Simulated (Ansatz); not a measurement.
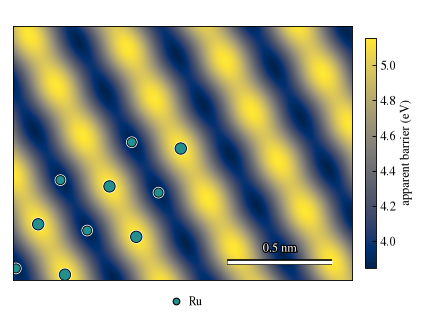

Map of the apparent barrier height, 0.952 eV Å² × (d ln I/dz)², 3.4 Å above Ru(110) (Fm-3m bulk, 9 atomic planes (those closer than 0.6 Å count as one), 11 Å) at −0.25 V; lighter colours are higher.

Images follow the Tersoff–Hamann model: the current is the local density of the sample's states between the Fermi level and the bias, at the tip's centre. Bias windows are sharp sums over the levels of the k mesh.

The calculation used DFT PBE, scalar-relativistic, plane waves, PAW in Ansatz 0.2.0. Cutoff 420 eV, 18 × 13 k-points, Gaussian smearing 0.1 eV, dipole correction. The slab is a cut without reconstruction beyond its cell, at the source's lattice constants, with its lower half held fixed and the rest relaxed. This isn't the element's usual hcp form. No spin polarisation. The run warns that the functional's potential is rough in the thin density of the vacuum, where the tip is; weak contrasts and barriers may feel it.

Q: Where is the apparent barrier highest and lowest, and over what range?

A: It is highest, 5.2 eV, over the top Ru atoms, and lowest, 3.8 eV, over the Ru atoms 1.1 Å below the top plane. The vacuum level lies 4.40 eV above zero bias.
